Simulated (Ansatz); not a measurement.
## AlNi: single-point calculation

AlNi (Pm-3m, 2 atoms in the cell), computed with DFT PBE, scalar-relativistic, plane waves, PAW, no spin polarisation (Ansatz 0.2.0).

The structure derives from an entry of the Crystallography Open Database. It belongs to a series of runs on one base structure; here: volume × 1.10. Figures and captions count atoms from 1; the log counts them from 0 in places.

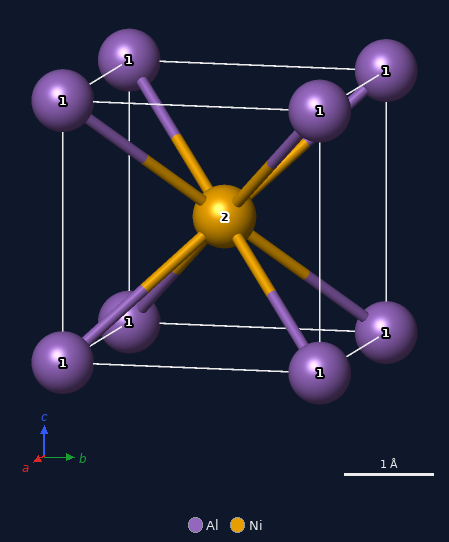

**Figure 1.** The input geometry (ball-and-stick view of the cell of the calculation, seen slightly off an axis; atoms are numbered from 1 in the order of the input). Near neighbours in the crystal (not all of them lie inside the picture): Al has 8 Ni at 2.59 Å; Ni has 8 Al at 2.59 Å.

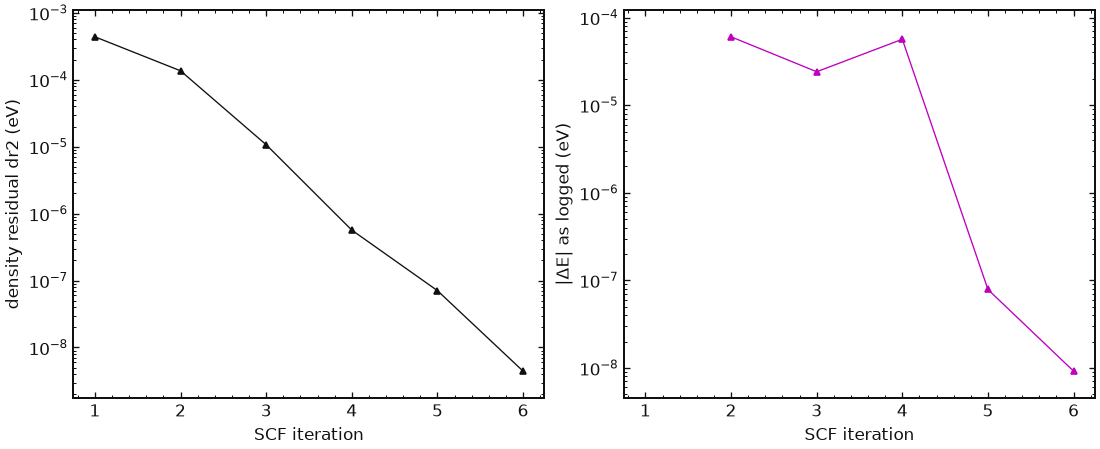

**Figure 2.** Convergence of the self-consistent field: density residual dr2 and size of the energy change against the SCF iteration. The residual falls at every step.

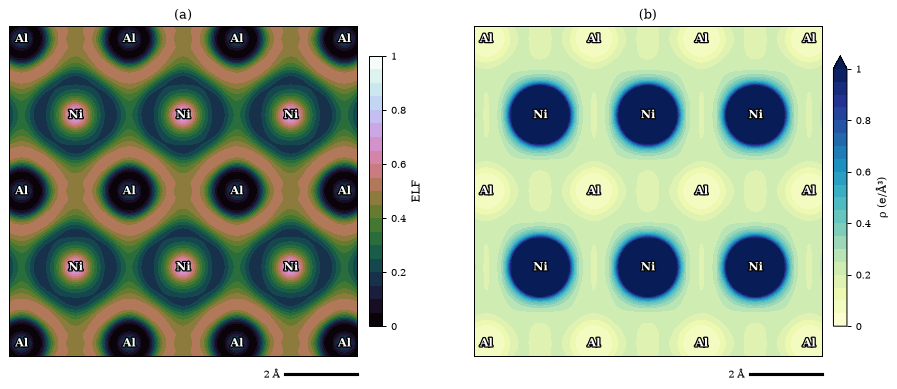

**Figure 3.** (a) electron localisation function; (b) valence pseudo-density on the (110) plane of the conventional cell. The section cuts through Al and Ni sites. Al–Ni (2.59 Å): ρ is about 0.26 e/Å³ halfway; the ELF is about 0.40 at the midpoint, which marks metallic bonding. Away from the nuclei the density in this plane falls to 0.17 e/Å³ at its lowest. The strong features right at Ni lie inside the PAW spheres (semicore, d or f shells) and say nothing about bonding. In a PAW calculation such maps are meaningful between the atoms, not at the nuclei.

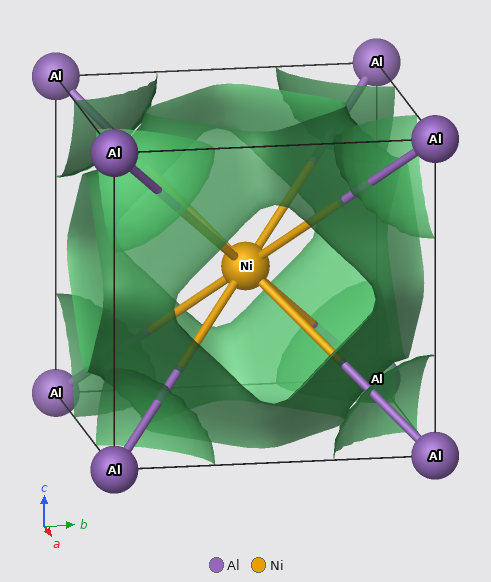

**Figure 4.** Isosurface of the electron localisation function at 0.45 (green), seen slightly off an axis. Core shells and regions of very low density are left out. Sticks mark near contacts. The outline is the cell set on symmetry axes. Values along the shortest contacts: Al–Ni (2.59 Å): the ELF is about 0.40 at the midpoint, as expected for metallic bonding.

The input that produced these results follows, with the program's output.

**Input**
```yaml
crystal:
  lattice:
    - [2.9864726044, 0.0, 0.0]
    - [0.0, 2.9864726044, 0.0]
    - [0.0, 0.0, 2.9864726044]
  atoms:
    - { symbol: Al, position: [0.0, 0.0, 0.0] }
    - { symbol: Ni, position: [0.5, 0.5, 0.5] }
basis:
  ecutwfc: 420
kpoints:
  mp_grid: { grid: [14, 14, 14] }
hamiltonian:
  xc: pbe
scf:
  occupations: { method: gaussian, width: 0.1 }
output:
  forces: true
  stress: true
  eigenvalues: true
  write_density: true
  write_potential: true
  elf: true
  volumetric_format: npy
```

Launched with:
```bash
ansatz run input.yaml --threads 1 --pin off --max-ram 2560MiB --backend cpu --events-out ev --progress --plain --runs-dir out
```

**Output**
```
Engine: ansatz 0.2.0, x86_64-unknown-linux-gnu
Pseudopotentials: kind: paw
Pseudopotential: Al, paw, valence charge 3, recommended cutoff 420 eV (normal), Al.paw.azcp
Pseudopotential: Ni, paw, valence charge 18, recommended cutoff 420 eV (normal), Ni.paw.azcp
Functional definition: PBE
  parameter kappa = 0.804
  parameter beta = 0.06672455060314922
  exchange = pbe_x(kappa = kappa, mu = beta*pi^2/3)
  correlation = pbe_c(beta = beta)
Crystal: 2 atoms, lattice volume = 26.636 Å³
Basis set: ecut = 420 eV, 485 PW (Γ), exchange–correlation on 40×40×40 points (8 copies of the dense FFT grid, shifted against one another)
Bands: 15, of which v1, the nominal top of the filled ones, is band 11 counted from 1 (10 counted from 0)
Symmetry: 48 space group operations
Space group: Pm-3m (ITA 221), of the structure as read, at distance tolerance 3.0e-5 Å
k-points: 120 of 2744
Non-local potential: Al, projectors of the file, l = 0: 2, l = 1: 2, l = 2: 1
Non-local potential: Ni, projectors of the file, l = 0: 3, l = 1: 2, l = 2: 3, l = 3: 1
PAW form: soft (Blöchl's): semilocal exchange-correlation on the pseudo side does not see the compensation charge
PAW one-centre angular grid: Al, 110 points (default); XC on 64 Gauss nodes
PAW one-centre angular grid: Ni, 590 points (default); XC on 64 Gauss nodes
Initial density: superposition of atomic densities (neutral atoms: chi_scale 0, normalization atom), corrected by the library's trained network
Initial wavefunctions: pseudopotential atomic-orbital guess
Functional: x = pbe(κ = 0.804, μ = 0.2195149727645171), c = pbe(β = 0.06672455060314922)
SCF iter   1: F=—  HF=-6378.430197 eV  |F-HF|=—  |Δ(HF+E_count)|=         —  Δρ=1.80e-3  dr2=4.38e-4  ethr=1.77e-3  ⟨swp⟩=4.5  Hψ=8143  notcnv=0
preconditioner: auto → none  [metal: Δε(μ)=0.038 eV  Ē_g=8.825 eV  σ=0.100 eV  W_gap=0.21  n_scr=6 (ndim 8)  ℏωp=25.9 eV  f_vac=0.000  D(μ)=1.09/eV (n_scr^D=6)  sad-step TF]
SCF iter   2: F=—  HF=-6378.430257 eV  |F-HF|=—  |Δ(HF+E_count)|=   6.04e-5  Δρ=9.37e-4  dr2=1.36e-4  ethr=2.09e-6  ⟨swp⟩=2.1  Hψ=3900  notcnv=0
SCF iter   3: F=—  HF=-6378.430281 eV  |F-HF|=—  |Δ(HF+E_count)|=   2.41e-5  Δρ=2.65e-4  dr2=1.07e-5  ethr=6.49e-7  ⟨swp⟩=1.0  Hψ=1760  notcnv=0
SCF iter   4: F=—  HF=-6378.430225 eV  |F-HF|=—  |Δ(HF+E_count)|=   5.66e-5  Δρ=5.90e-5  dr2=5.67e-7  ethr=5.11e-8  ⟨swp⟩=2.2  Hψ=2480  notcnv=0
iter 5 did not close the SCF: its close was put off for the readings that it lacked (scf_convergence_deferred on its scf_iter line)
SCF iter   5: F=-6378.430225 eV  HF=-6378.430225 eV  |F-HF|=7.76e-8  |Δ(HF+E_count)|=   7.86e-8  Δρ=2.21e-5  dr2=7.07e-8  ethr=2.70e-9  ⟨swp⟩=2.3  Hψ=2443  notcnv=0
SCF iter   6: F=-6378.430225 eV  HF=-6378.430225 eV  |F-HF|=4.80e-9  |Δ(HF+E_count)|=   9.18e-9  Δρ=5.78e-6  dr2=4.43e-9  ethr=3.37e-10  ⟨swp⟩=6.5  Hψ=9769  notcnv=0
SCF 1 converged in 6 iterations: F = -6378.430225 eV  dr2 = 4.43e-9
  greatest PAW one-centre occupation: 1.001 electrons in one spin orbital (limit 2), on the Ni atom at site 1 (counted from 0), in its partial waves of l = 1
SCF converged after 6 iterations
Free energy (F): -6378.430225 eV
Harris-Foulkes:  -6378.430225 eV  (|F-HF|=4.80e-9)
Internal energy: -6378.424744 eV  (E = F + TS)
E sigma→0 (E₀):  -6378.427484 eV
Entropy (-TS):   -0.005481 eV (-2.741 meV/atom)
Fermi energy:    12.201999 eV
--- Per-component energies (eV) ---
  E_band       = -366.907921
  E_kinetic    = 307.259241
  E_local      = -4596.313950  (includes V_loc(G=0)·N_el)
  E_nonlocal   = 648.511700
  E_hartree    = 1974.224680
  E_xc         = -124.456854
  E_vxc        = -138.213403  (∫ρ·V_xc dr)
  E_paw        = -2101.068781  (= ΣΔE_a)
  E_vpaw       = -536.607209  (= ΣTr[D̂ρ^β])
  E_aug_tail   = 0.000549  (compensation charges beyond the density's cutoff)
  E_ewald      = -2486.581328
  E_smearing   = -0.005481  (= −TS)
  E_closure    = 0.000000  (closes the sum)
  Σ components = -6378.430225   (vs F -6378.430225, Δ=0.00e0)
--- Forces (eV/Å), atoms counted from 1 ---
  atom   1  Al    -0.00000000    -0.00000000     0.00000000
  atom   2  Ni     0.00000000    -0.00000000     0.00000000
  max |Σ_I F_I| component: 7.70e-29 eV/Å
--- Stress (GPa, compression-positive) ---
      -12.313685       0.000000      -0.000000
       -0.000000     -12.313685       0.000000
       -0.000000       0.000000     -12.313685
  P = ⅓ Tr σ = -12.3137 GPa (-123.137 kbar)
--- Band table (eV; the first three rows and the last of 120) ---
  k-point 0: bands = ["-90.8520", "-51.2549", "-51.2549", "-51.2549", "1.8251", "9.4727", "9.4727", "10.9007", "10.9007", "10.9007", "17.2686", "17.2686", "17.2686", "19.9749", "19.9749"]
  k-point 1: bands = ["-90.8520", "-51.2556", "-51.2549", "-51.2549", "1.9122", "9.4639", "9.4915", "10.8649", "10.8649", "10.9044", "16.3700", "17.3832", "17.3832", "19.9867", "20.7484"]
  k-point 2: bands = ["-90.8519", "-51.2576", "-51.2547", "-51.2547", "2.1725", "9.4134", "9.5450", "10.7683", "10.7683", "10.9147", "14.8677", "17.7178", "17.7178", "20.0216", "21.7963"]
  k-point 119: bands = ["-90.8497", "-51.2667", "-51.2667", "-51.2667", "8.6297", "8.6297", "8.6297", "11.3802", "11.3802", "14.2754", "14.2754", "14.2754", "14.9990", "16.2393", "16.2393"]
```

**Key numbers**

```json
{"quantity": "outcome", "value": "converged"}
{"quantity": "space group (tolerance 0.01 Å)", "value": "Pm-3m (221)"}
{"quantity": "electrons treated", "value": "21"}
{"quantity": "free energy", "value": "−6378.4302 eV"}
{"quantity": "Fermi energy", "value": "12.202 eV"}
{"quantity": "gap on the k-point mesh", "value": "none (metallic)"}
{"quantity": "pressure", "value": "−12.31 GPa"}
{"quantity": "largest force (length of the vector)", "value": "under 0.001 eV/Å"}
{"quantity": "hardware", "value": "1 thread of Intel Xeon @ 2.90GHz (Ice Lake), 64 GiB of memory available, shared host"}
{"quantity": "wall time", "value": "3.7 s"}
{"quantity": "peak memory", "value": "0.38 GiB"}
```

The run has no spin polarisation, so a magnetic state may lie lower. The cell is under a tension of 12.3 GPa at this level, so it is not at its equilibrium volume.
